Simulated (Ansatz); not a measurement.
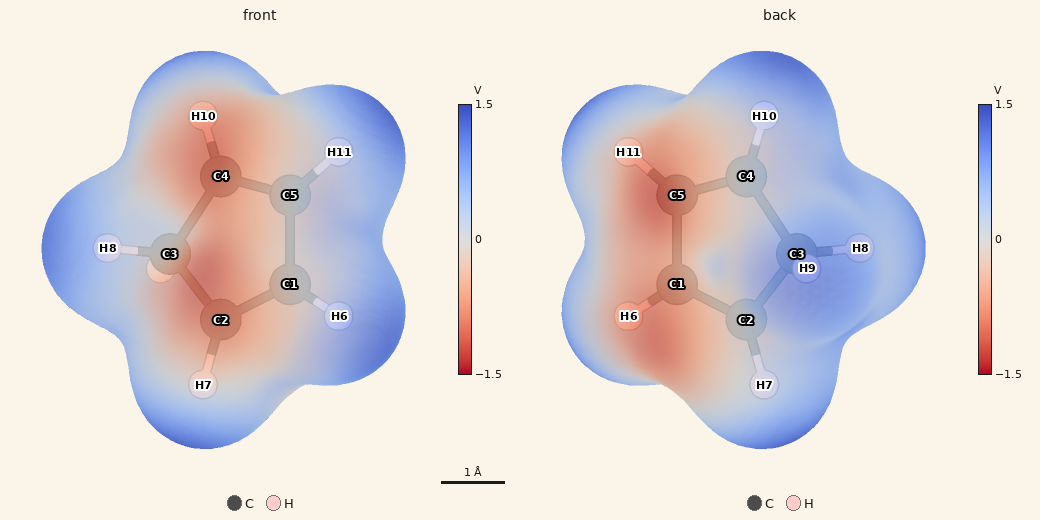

Figure. C5H6 (SMILES C1=CCC=C1). The molecular electrostatic potential painted on the density surface at 0.004 e/bohr³, seen from the front and from behind; the colour scale runs from red (negative) to blue (positive).

Geometry: PBE0-D4/def2-TZVP.

Level of theory: Ansatz, isolated molecule in a Gaussian basis; Hartree-Fock.

```xyz
11

C    -1.1909    0.4356   -0.2532
C    -0.7280    0.0154    0.9344
C     0.6960   -0.4048    0.7818
C     0.9759   -0.1620   -0.6640
C    -0.1294    0.3254   -1.2488
H    -2.1895    0.8007   -0.4559
H    -1.2753   -0.0236    1.8661
H     0.8455   -1.4569    1.0580
H     1.3661    0.1731    1.4320
H     1.9276   -0.3572   -1.1386
H    -0.2326    0.5975   -2.2914
```

**Describe the electrostatic potential map.**

The most negative region (about −1.1 V) lies over the π face of C1, C2, C4 and C5, the most positive (about +1.2 V) over H6, H7, H10 and H11.
